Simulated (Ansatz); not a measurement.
# HfSiO₄: geometry relaxation (part 1 of 3)

The run: geometry relaxation of HfSiO₄ (I4₁/amd, 12 atoms in the cell). Method and program: DFT PBE, scalar-relativistic, plane waves, PAW, no spin polarisation (Ansatz 0.2.0).

The structure derives from an entry of the Crystallography Open Database. Figures and captions count atoms from 1; the log counts them from 0 in places.

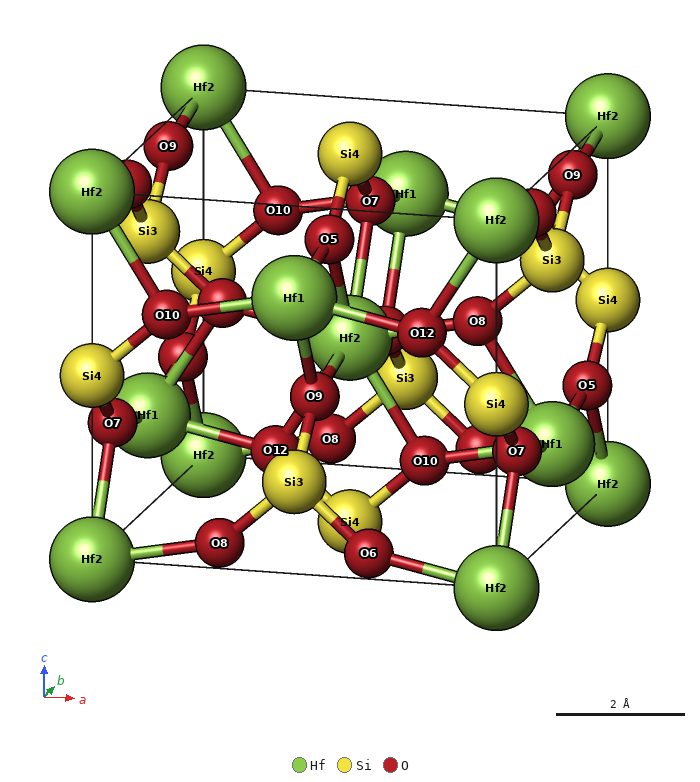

Fig. 1: The starting structure (ball-and-stick view of the cell 2 times as large as that of the calculation, set on its symmetry axes, seen slightly off an axis; atoms are numbered from 1 in the order of the input). An atom can appear more than once, as a periodic image.

## The input
```yaml
crystal:
  lattice:
    - [-3.28625, 3.28625, 2.9816]
    - [3.28625, -3.28625, 2.9816]
    - [3.28625, 3.28625, -2.9816]
  atoms:
    - { symbol: Hf, position: [0.75, 0.25, 0.5] }
    - { symbol: Hf, position: [0.0, 0.0, 0.0] }
    - { symbol: Si, position: [0.25, 0.75, 0.5] }
    - { symbol: Si, position: [0.5, 0.5, 0.0] }
    - { symbol: O, position: [0.1353, 0.3198, 0.8155] }
    - { symbol: O, position: [0.0698, 0.7543, 0.6845] }
    - { symbol: O, position: [0.5043, 0.3198, 0.1845] }
    - { symbol: O, position: [0.0698, 0.3853, 0.3155] }
    - { symbol: O, position: [0.6147, 0.9302, 0.6845] }
    - { symbol: O, position: [0.6802, 0.8647, 0.1845] }
    - { symbol: O, position: [0.2457, 0.9302, 0.3155] }
    - { symbol: O, position: [0.6802, 0.4957, 0.8155] }
basis:
  ecutwfc: 420
kpoints:
  mp_grid: { grid: [6, 6, 6] }
hamiltonian:
  xc: pbe
scf:
  occupations: { method: gaussian, width: 0.02 }
output:
  forces: true
  stress: true
  eigenvalues: true
  write_density: true
  write_potential: true
  elf: true
  volumetric_format: npy
relax:
  adjacent_minimum: "off"
  f_tol: 0.005
  max_steps: 80
  cell: { stress_tol: 0.05 }
```

Run on 4 threads of Intel Xeon @ 2.50GHz (Skylake/Cascade Lake), 12 GiB of memory available, shared host.

Command:
```bash
ansatz run input.yaml --threads 4 --pin off --max-ram 10240MiB --backend cpu --events-out ev --progress --plain --runs-dir out
```

## Output
```
Engine: ansatz 0.2.0, x86_64-unknown-linux-gnu
Pseudopotentials: kind: paw
Pseudopotential: Hf, paw, valence charge 26, recommended cutoff 420 eV (normal), Hf.paw.azcp
Pseudopotential: Si, paw, valence charge 4, recommended cutoff 420 eV (normal), Si.paw.azcp
Pseudopotential: O, paw, valence charge 6, recommended cutoff 420 eV (normal), O.paw.azcp
Functional definition: PBE
  parameter kappa = 0.804
  parameter beta = 0.06672455060314922
  exchange = pbe_x(kappa = kappa, mu = beta*pi^2/3)
  correlation = pbe_c(beta = beta)
Crystal: 12 atoms, lattice volume = 128.798 Å³
Basis set: ecut = 420 eV, 2513 PW (Γ), exchange–correlation on 80×80×80 points (8 copies of the dense FFT grid, shifted against one another)
Bands: 66, of which v1, the nominal top of the filled ones, is band 54 counted from 1 (53 counted from 0)
Symmetry: 16 space group operations
Space group: I41/amd (ITA 141), of the structure as read, at distance tolerance 5.1e-5 Å
k-points: 30 of 216
Non-local potential: Hf, projectors of the file, l = 0: 3, l = 1: 2, l = 2: 2, l = 3: 3
Non-local potential: Si, projectors of the file, l = 0: 2, l = 1: 2, l = 2: 2
Non-local potential: O, projectors of the file, l = 0: 2, l = 1: 2, l = 2: 1
PAW form: soft (Blöchl's): semilocal exchange-correlation on the pseudo side does not see the compensation charge
PAW one-centre angular grid: Hf, 590 points (default); XC on 64 Gauss nodes
PAW one-centre angular grid: Si, 110 points (default); XC on 64 Gauss nodes
PAW one-centre angular grid: O, 110 points (default); XC on 64 Gauss nodes
Initial density: superposition of atomic densities (neutral atoms: chi_scale 0, normalization atom), corrected by the library's trained network
Initial wavefunctions: pseudopotential atomic-orbital guess
Functional: x = pbe(κ = 0.804, μ = 0.2195149727645171), c = pbe(β = 0.06672455060314922)
SCF iter   1: F=—  HF=-37271.652757 eV  |F-HF|=—  |Δ(HF+E_count)|=         —  Δρ=1.99e-3  dr2=3.53e-3  ethr=1.77e-3  ⟨swp⟩=6.2  Hψ=7834  notcnv=0  defer=10
preconditioner: auto → Resta (q_TF=auto, 2.649 Å⁻¹)  ε∞=4.6  [insulator: Δε(μ)=5.440 eV  Ē_g=17.688 eV  σ=0.020 eV  W_gap=1.00  n_scr=42 (ndim 8)  ℏωp=33.4 eV  f_vac=0.044  D(μ)=0.00/eV (n_scr^D=0)  ε∞_Penn≈4.6]
SCF iter   2: F=—  HF=-37271.654408 eV  |F-HF|=—  |Δ(HF+E_count)|=   1.65e-3  Δρ=1.12e-3  dr2=8.44e-4  ethr=3.27e-6  ⟨swp⟩=2.0  Hψ=4080  notcnv=0  defer=118
SCF iter   3: F=—  HF=-37271.655152 eV  |F-HF|=—  |Δ(HF+E_count)|=   7.44e-4  Δρ=2.97e-4  dr2=1.37e-4  ethr=7.82e-7  ⟨swp⟩=2.0  Hψ=3453  notcnv=0  defer=118
SCF iter   4: F=—  HF=-37271.655176 eV  |F-HF|=—  |Δ(HF+E_count)|=   2.35e-5  Δρ=1.23e-4  dr2=2.41e-5  ethr=1.27e-7  ⟨swp⟩=2.0  Hψ=3474  notcnv=0  defer=118
SCF iter   5: F=—  HF=-37271.655183 eV  |F-HF|=—  |Δ(HF+E_count)|=   7.42e-6  Δρ=5.77e-5  dr2=6.67e-6  ethr=2.23e-8  ⟨swp⟩=2.8  Hψ=3322  notcnv=0  defer=118
SCF iter   6: F=—  HF=-37271.655183 eV  |F-HF|=—  |Δ(HF+E_count)|=   3.29e-7  Δρ=3.09e-5  dr2=1.08e-6  ethr=6.18e-9  ⟨swp⟩=2.0  Hψ=3475  notcnv=0  defer=118
SCF iter   7: F=—  HF=-37271.655184 eV  |F-HF|=—  |Δ(HF+E_count)|=   1.97e-7  Δρ=1.19e-5  dr2=1.47e-7  ethr=1.00e-9  ⟨swp⟩=2.0  Hψ=3239  notcnv=0  defer=118
SCF iter   8: F=-37271.655184 eV  HF=-37271.655184 eV  |F-HF|=2.84e-9  |Δ(HF+E_count)|=   3.90e-8  Δρ=1.75e-6  dr2=3.68e-9  ethr=9.26e-11  ⟨swp⟩=13.6  Hψ=13461  notcnv=0
SCF 1 converged in 8 iterations: F = -37271.655184 eV  dr2 = 3.68e-9
  greatest PAW one-centre occupation: 0.999 electrons in one spin orbital (limit 2), on the Hf atom at site 1 (counted from 0), in its partial waves of l = 0
relax step   1: F+E_penalty+E_count = -37271.65518370 eV  Δ(F+E_penalty+E_count) = +0.000e0 eV  max|allowed force component| = 2.729e-1 eV/Å  Δτ_max = 0.0000 Å  P = +7.497 GPa  Ω = 128.798 Å³  (8 SCF iters, dr2 threshold 1.00e-7 eV, accepted)
Crystal: 12 atoms, lattice volume = 132.351 Å³
Basis set: ecut = 420 eV, 2547 PW (Γ), exchange–correlation on 80×80×80 points (8 copies of the dense FFT grid, shifted against one another)
Initial density: handed on by an earlier stage of this run
Initial wavefunctions: those handed on with the density
iter 1 solved again at ethr=3.78e-5 eV; its pass at ethr=3.10e-3 eV (dr2=4.08e-2 eV) is discarded
SCF iter   1: F=—  HF=-37271.725090 eV  |F-HF|=—  |Δ(HF+E_count)|=         —  Δρ=4.57e-3  dr2=4.14e-2  ethr=3.78e-5  ⟨swp⟩=3.3  Hψ=8165  notcnv=0
preconditioner: auto → Resta (q_TF=auto, 2.637 Å⁻¹)  ε∞=4.5  [insulator: Δε(μ)=5.367 eV  Ē_g=17.495 eV  σ=0.020 eV  W_gap=1.00  n_scr=42 (ndim 8)  ℏωp=32.9 eV  f_vac=0.061  D(μ)=0.00/eV (n_scr^D=0)  ε∞_Penn≈4.5]
SCF iter   2: F=—  HF=-37271.714056 eV  |F-HF|=—  |Δ(HF+E_count)|=   1.10e-2  Δρ=1.94e-3  dr2=1.01e-2  ethr=3.78e-5  ⟨swp⟩=3.2  Hψ=3132  notcnv=0
SCF iter   3: F=—  HF=-37271.710974 eV  |F-HF|=—  |Δ(HF+E_count)|=   3.08e-3  Δρ=8.34e-4  dr2=1.33e-3  ethr=9.39e-6  ⟨swp⟩=2.7  Hψ=3506  notcnv=0
SCF iter   4: F=—  HF=-37271.710604 eV  |F-HF|=—  |Δ(HF+E_count)|=   3.70e-4  Δρ=3.78e-4  dr2=2.37e-4  ethr=1.23e-6  ⟨swp⟩=2.0  Hψ=3610  notcnv=0  defer=2
SCF iter   5: F=—  HF=-37271.710718 eV  |F-HF|=—  |Δ(HF+E_count)|=   1.14e-4  Δρ=1.94e-4  dr2=4.97e-5  ethr=2.19e-7  ⟨swp⟩=2.0  Hψ=3114  notcnv=0  defer=2
SCF iter   6: F=—  HF=-37271.710709 eV  |F-HF|=—  |Δ(HF+E_count)|=   8.73e-6  Δρ=4.41e-5  dr2=1.98e-6  ethr=4.60e-8  ⟨swp⟩=2.0  Hψ=3570  notcnv=0  defer=2
SCF iter   7: F=-37271.710712 eV  HF=-37271.710712 eV  |F-HF|=3.76e-7  |Δ(HF+E_count)|=   3.15e-6  Δρ=1.71e-5  dr2=3.21e-7  ethr=1.11e-9  ⟨swp⟩=11.6  Hψ=18178  notcnv=0
SCF 2 converged in 7 iterations: F = -37271.710712 eV  dr2 = 3.21e-7
relax step   2: F+E_penalty+E_count = -37271.71071241 eV  Δ(F+E_penalty+E_count) = -5.553e-2 eV  max|allowed force component| = 3.251e-1 eV/Å  Δτ_max = 0.0066 Å  P = +1.015 GPa  Ω = 132.351 Å³  energy of the carried Pulay correction = -1.641e-2 eV  (7 SCF iters, dr2 threshold 1.20e-6 eV, accepted)
Crystal: 12 atoms, lattice volume = 132.575 Å³
iter 1 solved again at ethr=3.27e-6 eV; its pass at ethr=3.10e-3 eV (dr2=3.53e-3 eV) is discarded
SCF iter   1: F=—  HF=-37271.726659 eV  |F-HF|=—  |Δ(HF+E_count)|=         —  Δρ=1.75e-3  dr2=3.63e-3  ethr=3.27e-6  ⟨swp⟩=2.8  Hψ=7337  notcnv=0
preconditioner: auto → Resta (q_TF=auto, 2.637 Å⁻¹)  ε∞=4.5  [insulator: Δε(μ)=5.305 eV  Ē_g=17.493 eV  σ=0.020 eV  W_gap=1.00  n_scr=42 (ndim 8)  ℏωp=32.9 eV  f_vac=0.054  D(μ)=0.00/eV (n_scr^D=0)  ε∞_Penn≈4.5]
SCF iter   2: F=—  HF=-37271.725743 eV  |F-HF|=—  |Δ(HF+E_count)|=   9.15e-4  Δρ=7.09e-4  dr2=4.91e-4  ethr=3.27e-6  ⟨swp⟩=2.0  Hψ=2816  notcnv=0
SCF iter   3: F=—  HF=-37271.725641 eV  |F-HF|=—  |Δ(HF+E_count)|=   1.02e-4  Δρ=2.59e-4  dr2=6.36e-5  ethr=4.55e-7  ⟨swp⟩=2.0  Hψ=3026  notcnv=0
SCF iter   4: F=—  HF=-37271.725631 eV  |F-HF|=—  |Δ(HF+E_count)|=   1.01e-5  Δρ=6.89e-5  dr2=6.82e-6  ethr=5.89e-8  ⟨swp⟩=2.0  Hψ=3296  notcnv=0
SCF iter   5: F=—  HF=-37271.725631 eV  |F-HF|=—  |Δ(HF+E_count)|=   3.47e-7  Δρ=3.26e-5  dr2=1.85e-6  ethr=1.11e-9  ⟨swp⟩=12.1  Hψ=18354  notcnv=0
SCF iter   6: F=-37271.725631 eV  HF=-37271.725631 eV  |F-HF|=8.49e-8  |Δ(HF+E_count)|=   4.26e-7  Δρ=8.38e-6  dr2=1.45e-7  ethr=1.11e-9  ⟨swp⟩=9.7  Hψ=14070  notcnv=0
SCF 3 converged in 6 iterations: F = -37271.725631 eV  dr2 = 1.45e-7
relax step   3: F+E_penalty+E_count = -37271.72563107 eV  Δ(F+E_penalty+E_count) = -1.492e-2 eV  max|allowed force component| = 4.714e-2 eV/Å  Δτ_max = 0.0082 Å  P = +0.092 GPa  Ω = 132.575 Å³  energy of the carried Pulay correction = -1.743e-2 eV  (6 SCF iters, dr2 threshold 1.20e-6 eV, accepted)
Crystal: 12 atoms, lattice volume = 132.592 Å³
iter 1 solved again at ethr=6.54e-8 eV; its pass at ethr=3.10e-3 eV (dr2=7.07e-5 eV) is discarded
SCF iter   1: F=—  HF=-37271.726321 eV  |F-HF|=—  |Δ(HF+E_count)|=         —  Δρ=2.48e-4  dr2=8.78e-5  ethr=6.54e-8  ⟨swp⟩=3.0  Hψ=7888  notcnv=0
preconditioner: auto → Resta (q_TF=auto, 2.637 Å⁻¹)  ε∞=4.5  [insulator: Δε(μ)=5.328 eV  Ē_g=17.494 eV  σ=0.020 eV  W_gap=1.00  n_scr=42 (ndim 8)  ℏωp=32.9 eV  f_vac=0.053  D(μ)=0.00/eV (n_scr^D=0)  ε∞_Penn≈4.5]
SCF iter   2: F=—  HF=-37271.726319 eV  |F-HF|=—  |Δ(HF+E_count)|=   1.55e-6  Δρ=1.23e-4  dr2=1.73e-5  ethr=6.54e-8  ⟨swp⟩=2.0  Hψ=2662  notcnv=0
SCF iter   3: F=—  HF=-37271.726316 eV  |F-HF|=—  |Δ(HF+E_count)|=   2.68e-6  Δρ=4.59e-5  dr2=2.09e-6  ethr=1.60e-8  ⟨swp⟩=2.0  Hψ=3120  notcnv=0
SCF iter   4: F=-37271.726316 eV  HF=-37271.726316 eV  |F-HF|=1.03e-8  |Δ(HF+E_count)|=   8.27e-7  Δρ=1.46e-5  dr2=2.08e-7  ethr=7.64e-10  ⟨swp⟩=11.7  Hψ=17989  notcnv=0
SCF 4 converged in 4 iterations: F = -37271.726316 eV  dr2 = 2.08e-7
relax step   4: F+E_penalty+E_count = -37271.72631568 eV  Δ(F+E_penalty+E_count) = -6.846e-4 eV  max|allowed force component| = 1.908e-2 eV/Å  Δτ_max = 0.0014 Å  P = +0.015 GPa  Ω = 132.592 Å³  energy of the carried Pulay correction = -1.751e-2 eV  (4 SCF iters, dr2 threshold 8.26e-7 eV, accepted)
Crystal: 12 atoms, lattice volume = 132.608 Å³
iter 1 solved again at ethr=4.61e-8 eV; its pass at ethr=3.10e-3 eV (dr2=4.98e-5 eV) is discarded
SCF iter   1: F=—  HF=-37271.726442 eV  |F-HF|=—  |Δ(HF+E_count)|=         —  Δρ=2.28e-4  dr2=5.40e-5  ethr=4.61e-8  ⟨swp⟩=2.1  Hψ=6799  notcnv=0
preconditioner: auto → Resta (q_TF=auto, 2.637 Å⁻¹)  ε∞=4.5  [insulator: Δε(μ)=5.333 eV  Ē_g=17.495 eV  σ=0.020 eV  W_gap=1.00  n_scr=42 (ndim 8)  ℏωp=32.9 eV  f_vac=0.053  D(μ)=0.00/eV (n_scr^D=0)  ε∞_Penn≈4.5]
SCF iter   2: F=—  HF=-37271.726450 eV  |F-HF|=—  |Δ(HF+E_count)|=   8.60e-6  Δρ=1.33e-4  dr2=1.92e-5  ethr=4.61e-8  ⟨swp⟩=1.0  Hψ=1980  notcnv=0
SCF iter   3: F=—  HF=-37271.726446 eV  |F-HF|=—  |Δ(HF+E_count)|=   3.96e-6  Δρ=2.44e-5  dr2=5.59e-7  ethr=1.78e-8  ⟨swp⟩=2.1  Hψ=3224  notcnv=0
SCF iter   4: F=-37271.726446 eV  HF=-37271.726446 eV  |F-HF|=2.71e-9  |Δ(HF+E_count)|=   2.44e-7  Δρ=9.50e-6  dr2=6.90e-8  ethr=8.52e-11  ⟨swp⟩=10.6  Hψ=17032  notcnv=0
SCF 5 converged in 4 iterations: F = -37271.726446 eV  dr2 = 6.90e-8
relax step   5: F+E_penalty+E_count = -37271.72644618 eV  Δ(F+E_penalty+E_count) = -1.305e-4 eV  max|allowed force component| = 1.554e-2 eV/Å  Δτ_max = 0.0019 Å  P = +0.049 GPa  Ω = 132.608 Å³  energy of the carried Pulay correction = -1.758e-2 eV  (4 SCF iters, dr2 threshold 9.20e-8 eV, accepted)
Crystal: 12 atoms, lattice volume = 132.617 Å³
iter 1 solved again at ethr=1.71e-8 eV; its pass at ethr=3.10e-3 eV (dr2=1.84e-5 eV) is discarded
SCF iter   1: F=—  HF=-37271.726446 eV  |F-HF|=—  |Δ(HF+E_count)|=         —  Δρ=1.12e-4  dr2=2.07e-5  ethr=1.71e-8  ⟨swp⟩=2.4  Hψ=7537  notcnv=0
preconditioner: auto → Resta (q_TF=auto, 2.637 Å⁻¹)  ε∞=4.5  [insulator: Δε(μ)=5.332 eV  Ē_g=17.494 eV  σ=0.020 eV  W_gap=1.00  n_scr=42 (ndim 8)  ℏωp=32.9 eV  f_vac=0.053  D(μ)=0.00/eV (n_scr^D=0)  ε∞_Penn≈4.5]
SCF iter   2: F=—  HF=-37271.726459 eV  |F-HF|=—  |Δ(HF+E_count)|=   1.23e-5  Δρ=4.79e-5  dr2=3.20e-6  ethr=1.71e-8  ⟨swp⟩=2.0  Hψ=2698  notcnv=0
SCF iter   3: F=—  HF=-37271.726458 eV  |F-HF|=—  |Δ(HF+E_count)|=   7.03e-7  Δρ=1.89e-5  dr2=3.77e-7  ethr=2.96e-9  ⟨swp⟩=2.0  Hψ=3120  notcnv=0
SCF iter   4: F=-37271.726458 eV  HF=-37271.726458 eV  |F-HF|=5.17e-9  |Δ(HF+E_count)|=   1.59e-7  Δρ=6.34e-6  dr2=3.14e-8  ethr=4.98e-11  ⟨swp⟩=10.2  Hψ=14074  notcnv=0
SCF 6 converged in 4 iterations: F = -37271.726458 eV  dr2 = 3.14e-8
relax step   6: F+E_penalty+E_count = -37271.72645795 eV  Δ(F+E_penalty+E_count) = -1.178e-5 eV  max|allowed force component| = 2.105e-4 eV/Å  Δτ_max = 0.0005 Å  P = +0.001 GPa  Ω = 132.617 Å³  energy of the carried Pulay correction = -1.762e-2 eV  (4 SCF iters, dr2 threshold 5.38e-8 eV, accepted)
Initial wavefunctions: pseudopotential atomic-orbital guess (no wavefunctions were taken with the density)
iter 1 solved again at ethr=3.93e-7 eV; its pass at ethr=3.10e-3 eV (dr2=4.25e-4 eV) is discarded
```
